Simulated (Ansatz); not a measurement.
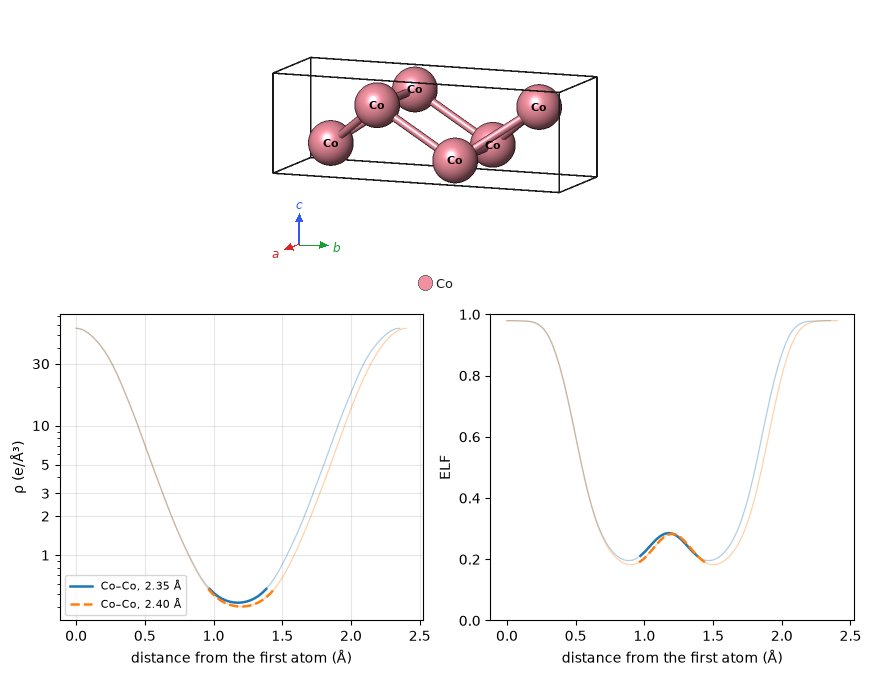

The picture shows: Co. Valence charge density (pseudo) and electron localisation function along straight lines between neighbouring atoms. Thin, pale parts lie inside the atomic spheres. The structure is drawn too.

Space group Cmcm; set up as Co, beta-Sn type; a generated structure, not necessarily the stable one.

Method: Ansatz 0.2.0, DFT, PBE, plane waves (420 eV) with PAW, fully relativistic with spin-orbit coupling.

Core electrons are frozen (PAW), and the valence fields are smoothed inside the atomic spheres.

The calculation's input:

```
crystal:
  lattice:
    - [-2.7977548927, 2.4350048611, 1.1809689719]
    - [2.4350048611, -2.7977548927, 1.1809689719]
    - [2.0443473244, 2.0443473244, -1.8453463191]
  atoms:
    - { symbol: Co, position: [0.9887730261, 0.0112269739, 0.0] }
    - { symbol: Co, position: [0.7612269739, 0.2387730261, 0.5] }
hamiltonian:
  xc: pbe
  pseudopotentials:
    kind: paw_fr
    azcp:
      Co: "pseudopotentials/Co.paw.azcp"
basis:
  ecutwfc: 420
  fft_grid_basis: typed
kpoints:
  mp_grid: { grid: [18, 18, 13], shift: [0, 0, 0] }
magnetization:
  noncollinear: true
  spin_orbit: true
scf:
  occupations: { method: fermi_dirac, width: 0.1 }
output:
  write_density: true
  write_potential: true
  elf: true
  volumetric_format: npy
```

Launched as:

```sh
ansatz run input.yaml --threads 1 --pin off --max-ram 3584MiB --backend cpu --events-out ev --progress --plain --runs-dir out
```

Below, planes, directions and counts refer to the conventional cell (a = 2.42 Å, b = 7.40 Å, c = 2.43 Å, α = 90.00°, β = 90.00°, γ = 90.00°).

What can be read from the curves?

Co–Co (2.35 Å): ρ is about 0.43 e/Å³ halfway; the ELF is about 0.30 at the midpoint: no shared electron pair shows on this line.
Co–Co (2.40 Å): the density is about 0.4 e/Å³ at the midpoint; the ELF is about 0.30 at the midpoint (no localised pair shows between them).
